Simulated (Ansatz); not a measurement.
Consider Ir.

```
CELL_PARAMETERS angstrom
1.91970 0.00000 1.91970
-1.91970 1.91970 0.00000
-7.67880 -7.67880 7.67880
ATOMIC_POSITIONS crystal
Ir 0.66667 0.33333 0.08446
Ir 0.33333 0.66667 0.41779
Ir 0.00000 0.00000 0.75113
Ir 0.66667 0.33333 0.58221
Ir 0.00000 0.00000 0.24887
Ir 0.33333 0.66667 0.91554
```

Space group R-3m; not relaxed (largest force 0.4 eV/Å); computed pressure about −2 GPa in this cell; computed without spin polarisation.

Level of theory: Ansatz, DFT PBEsol, scalar-relativistic, plane waves, PAW.

**Predict the valence pseudo-density and electron localisation function between the atoms.**

Ir–Ir (2.71 Å): ρ at the midpoint is about 0.45 e/Å³; the ELF is about 0.35 at the midpoint: no localised pair shows between them.
Ir–Ir (2.71 Å): ρ at the midpoint is about 0.45 e/Å³; the ELF is about 0.35 at the midpoint; no localised pair shows between them.

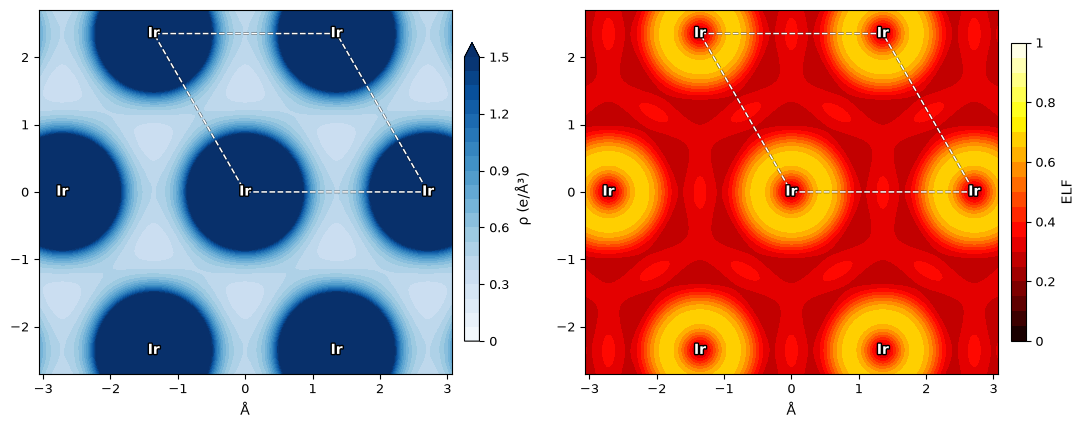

Computed valence pseudo-density and electron localisation function on the (001) plane of the conventional cell, in this order. 
